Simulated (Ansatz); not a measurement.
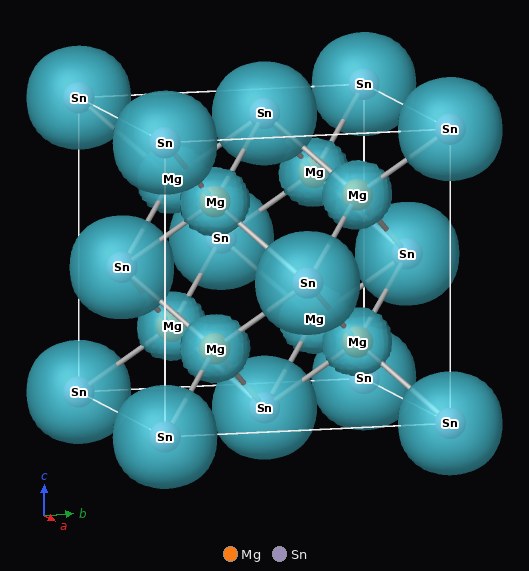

Figure 1: Mg2Sn. Isosurface of the valence pseudo-density at 0.3 e/Å³ (cyan), seen slightly off an axis. Sticks mark near contacts.

Space group Fm-3m.

Theory: Ansatz, DFT PBE, scalar-relativistic, plane waves, PAW.

In a PAW calculation such maps are meaningful between the atoms, not at the nuclei.

Q: Which contacts does the surface bridge?

A: At this value the density breaks into separate islands; it holds about 80 % of the electrons treated as valence (semicore included). It bridges none of the near contacts. It is pinched off along the sampled Mg–Sn (2.95 Å) contacts. On the grid the lowest density along these lines, outside the cores, is 0.15 e/Å³ (Mg–Sn, 2.95 Å).
